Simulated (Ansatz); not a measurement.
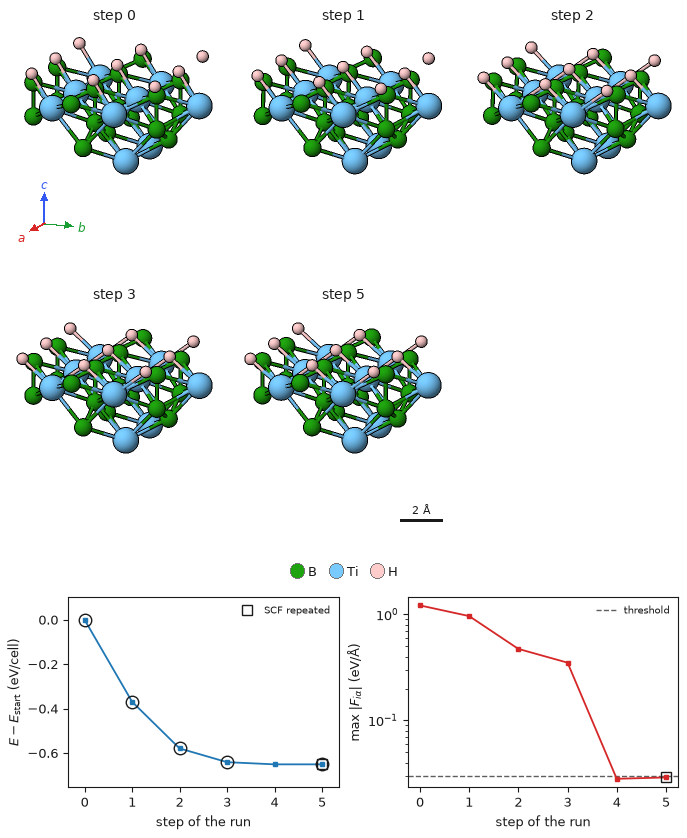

Frames of a constrained relaxation of a slab of composition Ti3B6H (cut from the P6/mmm phase), marked on the history of the run. A ball-and-stick model of the atoms within 5.0 Å of the atom that moves most (axes of the 2 × 3 repeat of the cell, outlined in the plane, without the vacuum), seen slightly off an axis.

Case: H put at a hollow Ti-B-B site. The slab is the (1 0 0) face of TiB2 with H on it. 4 atoms are held fixed.

The calculation used Ansatz, DFT PBEsol, scalar-relativistic, plane waves, PAW.

Input
```yaml
crystal:
  lattice:
    - [3.0175895767, 0.0, 0.0]
    - [0.0, 3.1847627212, 0.0]
    - [0.0, 0.0, 25.9688246177]
  atoms:
    - { symbol: B, position: [0.0, 0.5, 0.3273155456] }
    - { symbol: Ti, position: [0.5, 0.0, 0.3608597314] }
    - { symbol: B, position: [0.0, 0.5, 0.3944039172] }
    - { symbol: B, position: [0.5, 0.5, 0.427948103] }
    - { symbol: Ti, position: [0.0, 0.0, 0.4618448636] }
    - { symbol: B, position: [0.5, 0.5, 0.4954388468] }
    - { symbol: B, position: [0.0, 0.5, 0.5288392199] }
    - { symbol: Ti, position: [0.5, 0.0, 0.5653725046] }
    - { symbol: B, position: [0.0, 0.5, 0.5936181139] }
    - { symbol: H, position: [0.5, 0.6666666667, 0.6267347456] }
basis:
  ecutwfc: 420
kpoints:
  mp_grid: { grid: [10, 9, 1] }
hamiltonian:
  xc: pbesol
scf:
  occupations: { method: gaussian, width: 0.1 }
output:
  forces: true
  eigenvalues: true
relax:
  adjacent_minimum: "off"
  f_tol: 0.03
  max_steps: 70
  constraints: [{ sites: [0, 1, 2, 3] }]
efield:
  axis: 3
  dipole_correction: true
  ramp_width: 0.04
```

Command:
```bash
ansatz run input.yaml --threads 1 --pin off --max-ram 3072MiB --backend cpu --events-out ev --progress --plain --runs-dir out
```

Q: What happens along the run?

A: The atom that moves furthest is H10 (0.64 Å at 56° to the normal (−c side)). By element the largest moves are H 0.64 Å, Ti 0.02 Å, B 0.01 Å. The cell stays as it was. Some distances before and after: Ti8–H10 2.655 → 2.027 Å, Ti8–H10 (another image) 1.915 → 2.025 Å, Ti5–Ti8 3.083 → 3.063 Å, Ti8–B9 2.313 → 2.322 Å. New bonds form: Ti8–H10 (2.65 → 2.03 Å). Over 4 accepted moves (5 points after the start) the energy falls by 0.650 eV per cell of the calculation. The largest force component goes from 1.2 to 0.029 eV/Å. 1 step only repeated the SCF at the same geometry. From step 0 to 1: H10 moves most (0.19 Å), energy −0.369 eV per cell of the calculation. From step 1 to 2: H10 moves most (0.19 Å), energy −0.210 eV per cell of the calculation. From step 2 to 3: H10 moves most (0.20 Å), energy −62.0 meV per cell of the calculation. From step 3 to 5: H10 moves most (0.05 Å), energy −9.8 meV per cell of the calculation.

| step | E − E(0), meV/atom | largest force component, eV/Å | note |
| --- | --- | --- | --- |
| 0 | 0.00 | 1.2177 |  |
| 1 | -36.89 | 0.9657 |  |
| 2 | -57.87 | 0.4732 |  |
| 3 | -64.07 | 0.3510 |  |
| 4 | -65.05 | 0.0281 |  |
| 5 | -65.05 | 0.0290 | same geometry, SCF repeated |

Limits of the set-up: the periodic images lie only 3.0 Å apart, so the values are limited by the cell's size.
